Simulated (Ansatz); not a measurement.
Input

```
crystal:
  lattice:
    - [4.5673748306, 0.0, 0.0]
    - [-2.2836874153, 3.9554626319, 0.0]
    - [0.0, 0.0, 2.82624427]
  atoms:
    - { symbol: Ti, position: [0.0, 0.0, 0.0] }
    - { symbol: Ti, position: [0.33333333, 0.66666667, 0.5] }
    - { symbol: Ti, position: [0.66666667, 0.33333333, 0.5] }
basis:
  ecutwfc: 420
kpoints:
  mp_grid: { grid: [12, 12, 14] }
hamiltonian:
  xc: pbesol
scf:
  occupations: { method: gaussian, width: 0.1 }
output:
  forces: true
  stress: true
  eigenvalues: true
  write_density: true
  write_potential: true
  elf: true
  volumetric_format: npy
relax:
  adjacent_minimum: "off"
  f_tol: 0.005
  max_steps: 80
  cell: { stress_tol: 0.05 }
```

Launched as:

```sh
ansatz run input.yaml --threads 4 --pin off --max-ram 12288MiB --backend cpu --events-out ev --progress --plain --runs-dir out
```

Below, planes, directions and counts refer to the conventional cell (a = 4.52 Å, b = 4.52 Å, c = 2.80 Å, α = 90.00°, β = 90.00°, γ = 120.00°).

The fields are those of the relaxed geometry.

Space group P6/mmm; a structure from a database of computed crystals, not necessarily the ambient phase; computed without spin polarisation.

These are results of Ansatz, DFT PBEsol, scalar-relativistic, plane waves, PAW, not measurements.

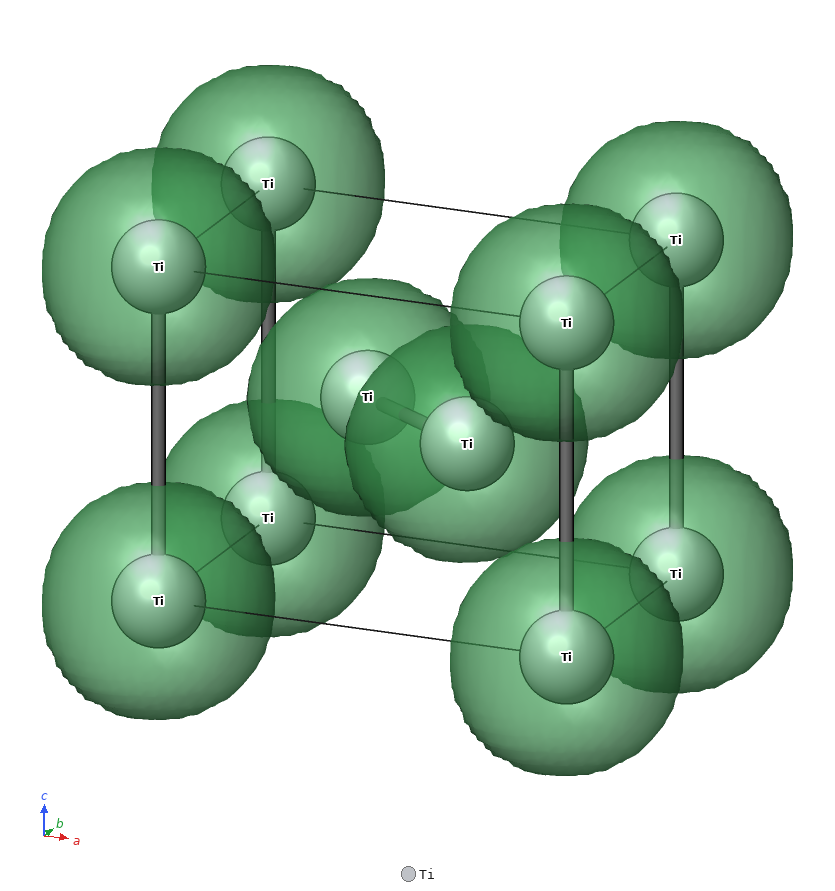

Ti. Isosurface of the valence charge density (pseudo) at 0.4 e/Å³ (green), seen slightly off an axis. Sticks mark near contacts.

Core electrons are frozen (PAW), and the valence fields are smoothed inside the atomic spheres.

Q: How is the density connected at this value?

A: At this value the density breaks into separate islands; it holds about 75 % of the electrons treated as valence (semicore included). It bridges none of the near contacts. It is pinched off along the shortest Ti–Ti (2.61 Å) and Ti–Ti (2.80 Å) contacts. On the grid the lowest density along these lines, outside the cores, is 0.23 e/Å³ (Ti–Ti, 2.61 Å) and 0.2 e/Å³ (Ti–Ti, 2.80 Å).

Q: Does the calculation make it a metal, or give it a gap?

A: It is metallic or semimetallic at this level of theory: no gap opens.
